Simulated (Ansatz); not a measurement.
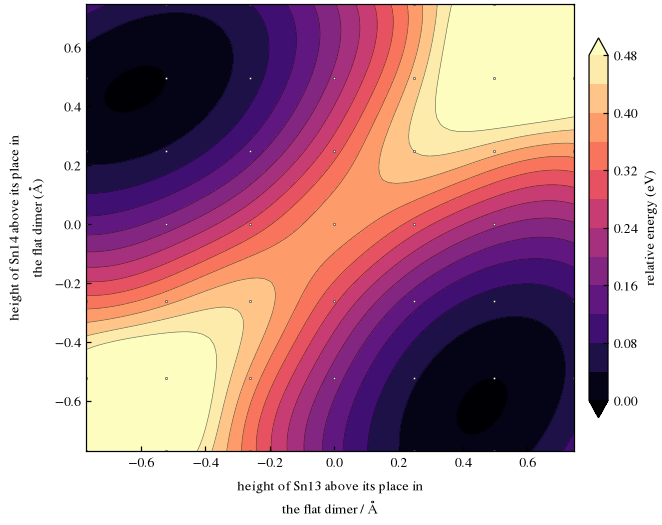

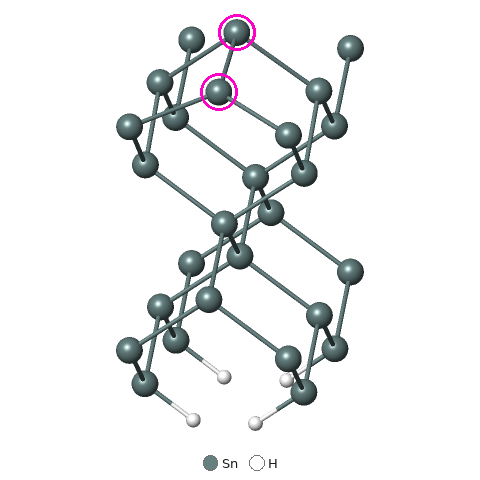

Energy landscape of a Sn(100) slab cut from the Fd-3m phase, its lower face capped with 4 H atoms (18 atoms in the cell). Two atoms of the surface dimers are held at set heights. The first coordinate is: height of Sn13 above its place in the flat dimer; the second: height of Sn14 above its place in the flat dimer. Relaxed at each point: all atoms of the upper layers, but for the two heights. The scan uses a 7 × 7 grid; 28 points were computed and 21 follow by symmetry. Points are written as (first, second). All energies are given in eV relative to the lowest grid point. Computed with DFT PBEsol, scalar-relativistic, plane waves, PAW (Ansatz). Settings: cutoff 420 eV, k-mesh 6×3×1, gaussian smearing 0.05 eV, no spin polarisation.

The picture shows filled contours, dots at the grid points, one colour for all values above the top of the scale. Between grid points the surface is interpolated. The second picture is the structure at the lowest point; rings mark the moved atoms.

Q: Describe this landscape.

A: The lowest grid point is at (−0.522 Å, 0.497 Å); the map holds 2 wells of about this depth. No other kind of well shows on this grid. The highest grid point, (0.746 Å, 0.746 Å), lies 0.876 eV above the lowest. On the interpolated surface the easiest way out of the lowest well to a well of about the same depth near (0.497 Å, −0.522 Å) passes a barrier of about 0.38 eV.

The values on the grid:

```tsv
second ↓, first →	−0.771	−0.522	−0.261	0.000	0.249	0.497	0.746
0.746	0.100	0.051	0.079	0.196	0.379	0.606	0.876
0.497	0.012	0.000	0.062	0.209	0.415	0.604	0.606
0.249	0.027	0.045	0.136	0.305	0.441	0.415	0.379
0.000	0.136	0.180	0.288	0.379	0.305	0.209	0.196
−0.261	0.337	0.388	0.426	0.288	0.136	0.062	0.079
−0.522	0.563	0.582	0.388	0.180	0.045	0.000	0.051
−0.771	0.767	0.563	0.337	0.136	0.027	0.012	0.100
```

Each point was launched as `ansatz run input.yaml --threads 4 --pin off --max-ram 12288MiB --backend cpu --events-out ev --progress --plain --runs-dir out`. Time for the 28 points that were run: 74 min on 4 threads of Arm Neoverse V2, with other jobs on the host.
